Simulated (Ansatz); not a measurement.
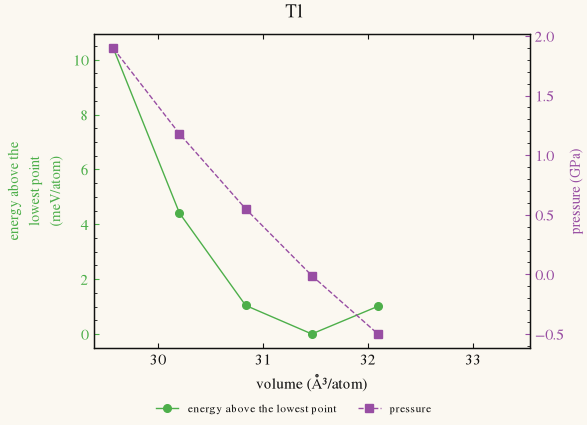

The picture above shows the energy above the lowest point and pressure against volume for Tl, space group Im-3m (No. 229) (one of a set of cubic test structures, which need not be the stable phase).

Calculation (Ansatz 0.2.0 development build): equation of state of a cubic crystal from periodic Kohn-Sham density functional theory without spin, third-order Birch-Murnaghan fit to the free energies; pressure corrected for the finite basis. Level: PBE, no spin-orbit coupling.

- structure type: bcc
- atoms in cell: 1
- space group number: 229
- lattice centring: body-centred primitive
- k mesh: 13×13×13
- occupation method: Fermi–Dirac
- occupation width: 0.06123 eV
- wave cutoff: 700 eV
- datasets: hard PAW
- density tolerance: 1e−09 eV
- bands: 15
- density cutoff ratio: 4
- search for lower states: default

The points at volume 32.72 Å³/atom and 33.35 Å³/atom are left out of the plot. What values does the calculation give there?

```
volume (Å³/atom)  energy above the lowest point (meV/atom)  pressure (GPa)
           32.72                                       3.8          -0.930
           33.35                                       8.2          -1.308
```

Limits of the calculation: cubic model structure, not the ambient form; modest k-mesh, values are not fully converged in k; no spin-orbit coupling with 6p elements.
